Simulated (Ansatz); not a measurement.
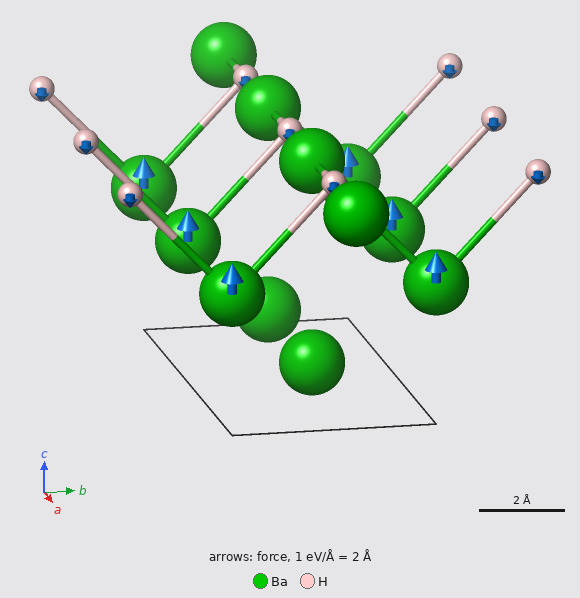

Starting geometry of a slab of composition Ba3H (cut from the Im-3m phase) with the computed forces as blue arrows. Style: ball-and-stick. Shown: the 2 × 1 repeat of the cell, outlined in the plane, without the vacuum, slightly off an axis.

Case: H put at a bridge Ba-Ba site. The slab is the (1 0 0) face of Ba with H on it. 1 atoms are held fixed.

Theory: DFT PBE+D3(BJ), scalar-relativistic, plane waves, PAW in Ansatz. (plane-wave cutoff 420 eV; k-point mesh 6 × 6 × 1; occupations gaussian; smearing width 0.1 eV; no spin polarisation; dipole correction; atoms relaxed in a fixed cell; force threshold 0.03 eV/Å; at most 70 steps)

> Is this structure relaxed? If not, where do the atoms go?

It isn't relaxed: the largest force vector, on a Ba atom, is 0.38 eV/Å. The final displacements follow the starting forces only in part (cosine between the two patterns 0.67). After 8 accepted moves (9 points after the start) the energy has fallen by 0.356 eV per cell of the calculation. Largest force component: 0.38 eV/Å at the start, 0.0015 eV/Å at the end. 1 step only repeated the SCF at the same geometry. The largest move is that of the H atom, 0.96 Å along the normal (−c). By element the largest moves are H 0.96 Å, Ba 0.39 Å. The cell stays as it was. Among the contacts that change: Ba–H 3.548 → 2.739 Å, Ba–H 2.460 → 2.699 Å. Bond angles that change, for instance: H–Ba–H 175.3° → 131.3°, Ba–H–Ba 175.3° → 131.3°.

Limits of the set-up: the periodic images lie only 4.9 Å apart, so the values are limited by the cell's size.
